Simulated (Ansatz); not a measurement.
Consider Nb.

Space group P-1; the calculation finds a residual pressure of about −9 GPa at this fixed cell. This isn't the usual form at ambient conditions. The cell comes from a database of computed structures, not from a measurement.

```cif
data_structure
_symmetry_space_group_name_H-M 'P 1'
_symmetry_Int_Tables_number 1
_cell_length_a 2.7811
_cell_length_b 4.6720
_cell_length_c 9.9531
_cell_angle_alpha 78.861
_cell_angle_beta 85.624
_cell_angle_gamma 88.026
_cell_volume 126.49
loop_
_atom_site_label
_atom_site_type_symbol
_atom_site_fract_x
_atom_site_fract_y
_atom_site_fract_z
_atom_site_occupancy
Nb1 Nb 0.64750 0.21778 0.57125 1
Nb2 Nb 0.35250 0.78222 0.42875 1
Nb3 Nb 0.93924 0.65044 0.71360 1
Nb4 Nb 0.06076 0.34956 0.28640 1
Nb5 Nb 0.22321 0.07763 0.85667 1
Nb6 Nb 0.77679 0.92237 0.14333 1
Nb7 Nb 0.50000 0.50000 0.00000 1
```

Method: Ansatz 0.2.0, DFT LDA, scalar-relativistic, plane waves, PAW.

Q: Which states lie at the band edges, or at the Fermi level if it is a metal?

A: The calculation finds no gap at the Fermi level. The states at the Fermi level: Nb 4d (90 %) and Nb 5s (10 %) by Löwdin projection on a minimal orbital set.

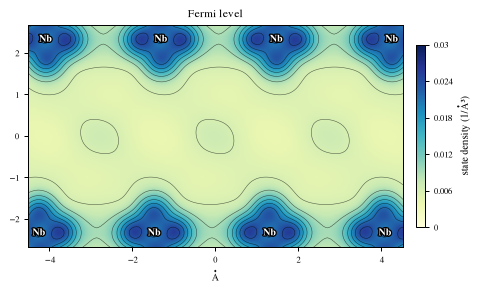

Computed densities of these states (window −0.25 to +0.25 eV about the Fermi level) on the (001) plane of the conventional cell.

Core electrons are frozen (PAW), so the fields are smoothed inside the atomic spheres.

Cost of the run: 120 s on 2 threads of Arm Neoverse N1 (shared host), peak memory 1.4 GiB.
